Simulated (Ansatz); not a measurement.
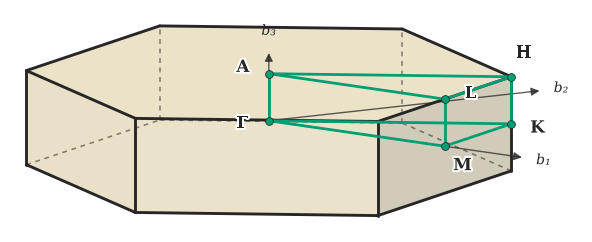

Crystal: MoS2, the end point of a relaxation at a target pressure of 4 GPa with DFT PBEsol, scalar-relativistic, plane waves, PAW in Ansatz 0.2.0. The first Brillouin zone and its special points. Symmetry computed with spglib at a tolerance of 0.002 Å; standard conventional cell.

Space group P6_3/mmc (No. 194); a = 3.110 Å, b = 3.110 Å, c = 11.746 Å, α = 90.00°, β = 90.00°, γ = 120.00°.

Labels and path follow the convention of Hinuma et al. (2017), as computed by seekpath; the arrows show the directions of the reciprocal primitive vectors b₁, b₂, b₃, in which coordinates are given; lengths include the factor 2π.

List the special points with their coordinates and distances from Γ.

Answer.
```json
{"point": "Γ", "k₁": "0", "k₂": "0", "k₃": "0", "length of k (1/Å)": "0.000"}
{"point": "A", "k₁": "0", "k₂": "0", "k₃": "1/2", "length of k (1/Å)": "0.267"}
{"point": "K", "k₁": "1/3", "k₂": "1/3", "k₃": "0", "length of k (1/Å)": "1.347"}
{"point": "H", "k₁": "1/3", "k₂": "1/3", "k₃": "1/2", "length of k (1/Å)": "1.373"}
{"point": "M", "k₁": "1/2", "k₂": "0", "k₃": "0", "length of k (1/Å)": "1.167"}
{"point": "L", "k₁": "1/2", "k₂": "0", "k₃": "1/2", "length of k (1/Å)": "1.197"}
```

What is the zone's volume?

Answer. (2π)³ over the primitive cell's volume of 98.36 Å³: 2.52 Å⁻³.
